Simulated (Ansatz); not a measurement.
Consider Y.

Input

```
crystal:
  lattice:
    - [3.6425441402, 0.0, 0.0]
    - [-1.8212720701, 3.1545357598, 0.0]
    - [0.0, 0.0, 11.84413035]
  atoms:
    - { symbol: "Y", position: [0.677776, 0.333284, 0.75145] }
    - { symbol: "Y", position: [-0.001428, -0.01063, 0.504589] }
    - { symbol: "Y", position: [0.341261, 0.67218, 0.252731] }
    - { symbol: "Y", position: [-0.000951, -0.007559, -0.000929] }
hamiltonian:
  xc: pbesol
  pseudopotentials: { kind: paw }
kpoints:
  mp_grid: { grid: [8, 8, 3] }
scf:
  occupations: { method: fermi_dirac, width: 0.05 }
output:
  forces: true
  stress: true
  eigenvalues: true
  write_density: true
  write_potential: true
  elf: true
  volumetric_format: npy
```

Run with:

```sh
ansatz run input.yaml --threads 2 --pin off --max-ram 5632MiB --backend cpu --events-out ev --progress --plain --runs-dir out
```

Below, planes, directions and counts refer to the conventional cell (a = 3.64 Å, b = 3.64 Å, c = 11.84 Å, α = 90.00°, β = 90.00°, γ = 120.00°).

Space group P1; a structure from a database of computed crystals, not necessarily the ambient phase; changed on purpose from its base cell (atoms moved at random by about 0.05 A); computed pressure about −3 GPa in this cell.

Computed with Kohn-Sham DFT of a periodic cell, PBEsol, Ansatz PAW in Ansatz 0.2.0.

**What will maps of the valence pseudo-density and electron localisation function show?**

Y–Y (3.64 Å): the density is about 0.09 e/Å³ at the midpoint; the ELF is about 0.25 at the midpoint (no localised pair shows between them).

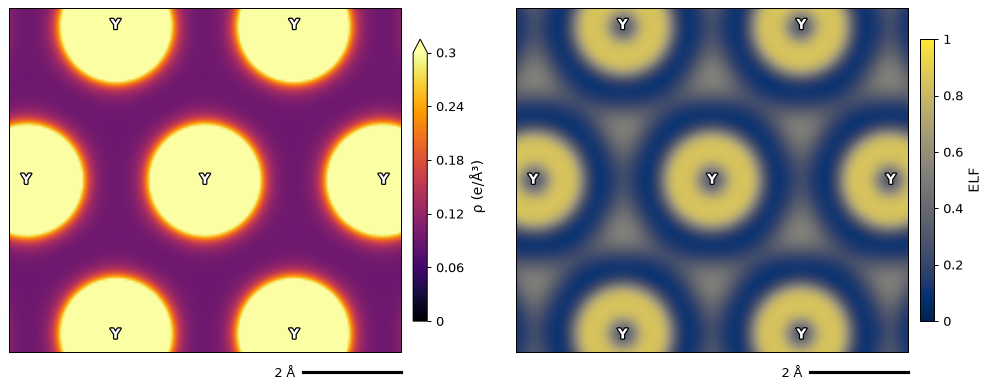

Computed valence pseudo-density and electron localisation function on the (001) plane of the conventional cell, in this order. 

Core electrons are frozen (PAW), and the valence fields are smoothed inside the atomic spheres.
